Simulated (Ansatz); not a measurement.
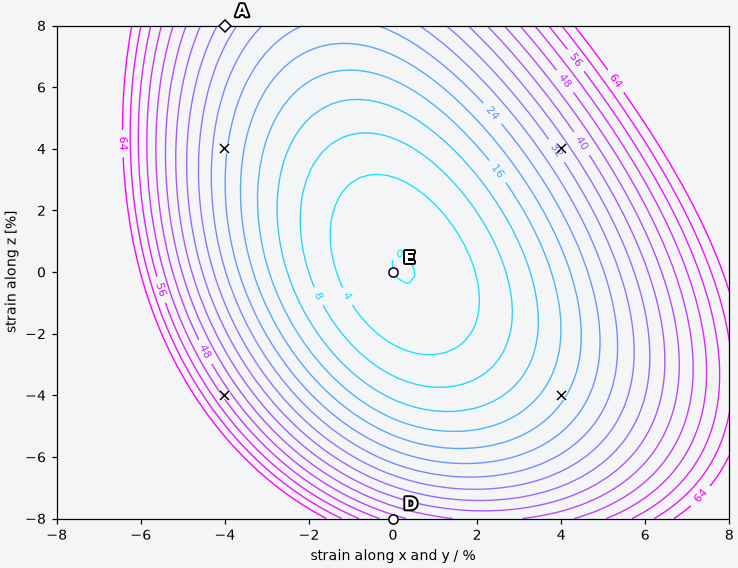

KMgF₃ (Pm-3m, No. 221; 5 atoms in the cell). The cell is strained homogeneously, by one strain along x and y and another along z, with fractional coordinates fixed (x, y and z along the cube axes). First axis: strain along x and y. Second axis: strain along z. Grid: 5 × 5 points. At 4 points there is no value. Points are written as (first, second). All energies are given in meV/atom relative to the lowest grid point. The reference cell is the one listed in the database, not relaxed at this level. Level of theory: DFT PBEsol, scalar-relativistic, plane waves, PAW (Ansatz). Settings: cutoff 420 eV, k-mesh 6×6×6, gaussian smearing 0.05 eV, no spin polarisation.

The picture shows contour lines labelled in meV/atom (none above 64), crosses at grid points without a value, lettered points. Between grid points the surface is interpolated.

Rank the lettered points by energy, lowest first.

Answer. E (0 meV/atom), A (34 meV/atom), D (50 meV/atom).
